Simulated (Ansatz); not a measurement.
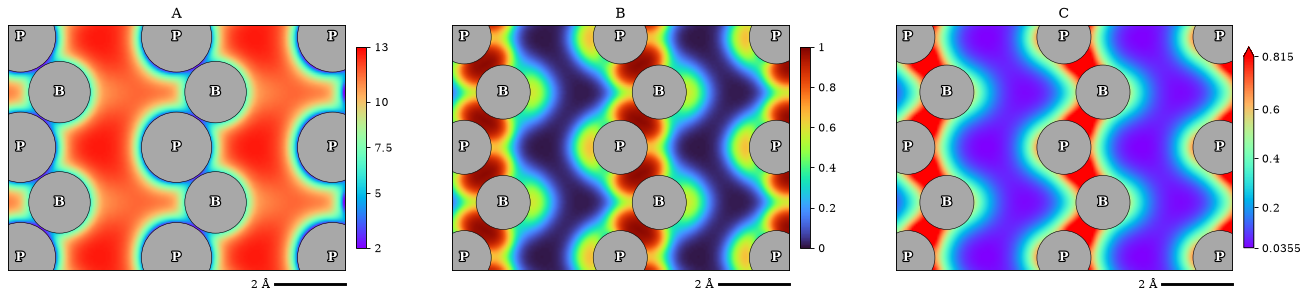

BP: 3 fields on the (101) plane of the conventional cell, with unlabelled colour scales. Grey discs cover the atomic cores.

Space group F-43m; computed pressure about 14 GPa in this cell.

Method: Kohn-Sham DFT of a periodic cell, HF, Ansatz PAW (Ansatz).

**Which field does each panel show? The fields are: electron localisation function, electrostatic potential energy of an electron and valence pseudo-density.**

Panel A: electrostatic potential energy of an electron (low next to the atoms, rising into the space between them). Panel B: electron localisation function. Panel C: valence pseudo-density.
